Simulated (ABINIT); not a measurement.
KTaO3: dielectric calculation (part 3 of 3)

KTaO3 (Pm-3m, 5 atoms in the cell); Kohn-Sham DFT of a periodic cell, PBE, PseudoDojo NC SR PBE v0.4.1 standard, no spin polarisation (ABINIT 10.8.3); cutoff 1142.88 eV, 6×6×6 k-mesh, fixed occupations. The structure derives from an entry of the Crystallography Open Database.

Geometry of the input (Å; fractional positions):
```
4.0180  0.0000  0.0000
0.0000  4.0180  0.0000
0.0000  0.0000  4.0180
Ta 0.0000  0.0000  0.0000
K  0.5000  0.5000  0.5000
O  0.0000  0.0000  0.5000
O  0.0000  0.5000  0.0000
O  0.5000  0.0000  0.0000
```

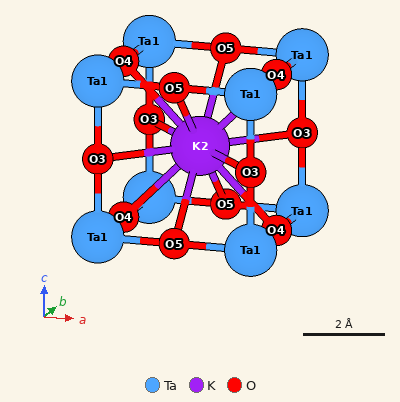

*The input geometry (ball-and-stick view of the cell of the calculation, seen slightly off an axis; atoms are numbered from 1 in the order of the input). An atom can appear more than once, as a periodic image.*

Summary

- outcome: converged
- space group (tolerance 0.01 Å): Pm-3m (221)
- electrons treated: 40
- free energy: −3946.2834 eV
- Fermi energy: 5.365 eV
- pressure: 0.00 GPa
- largest force (length of the vector): under 0.001 eV/Å
- ε∞ (xx, yy, zz): 5.31, 5.31, 5.31
- Born charges (mean of the diagonal): Ta1 (8.65 e); all 3 O atoms (−3.26 e); K2 (1.15 e)
- hardware: 4 threads of Arm Neoverse V2, 24 GiB of memory available, shared host
- wall time: 12 min (CPU time 49 min)
- peak memory: 0.96 GiB

Notes

Spin–orbit coupling is left out, which matters for Ta.
